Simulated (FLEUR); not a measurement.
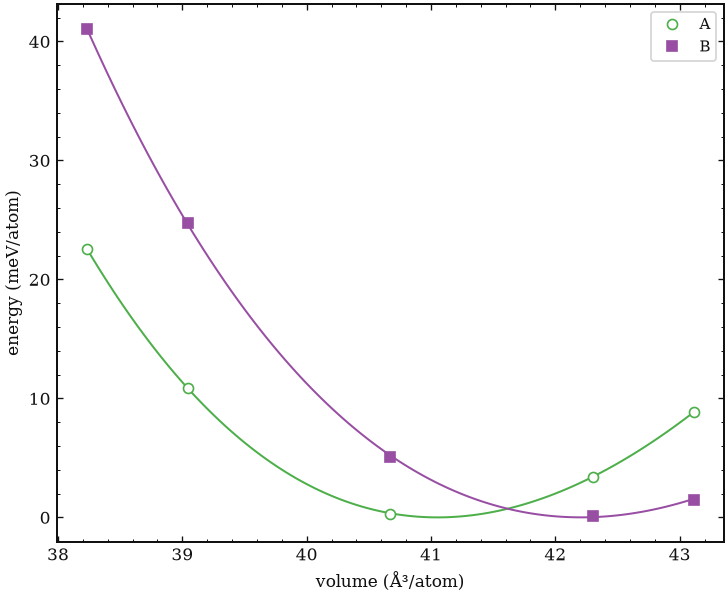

The picture above shows the energy against volume, with one curve for each functional, for Pb (space group Fd-3m). The labels are replaced by letters. In alphabetical order the cases are: SCAN; r2SCAN.

Calculation (FLEUR MaX-R8.1 (later development tree)): all-electron LAPW DFT, no spin polarisation; energies at scaled volumes of the given cell, shape and fractions fixed, counted from the fit's minimum, third-order Birch-Murnaghan fit. All runs: no spin polarisation.

- k mesh: 7×7×7
- occupations: Fermi–Dirac
- smearing width: 0.05 eV
- potentials: all electron

Which letter stands for which functional?

Answer. A: SCAN; B: r2SCAN.

Limits of the calculation: spin-orbit coupling left out, heavy elements.
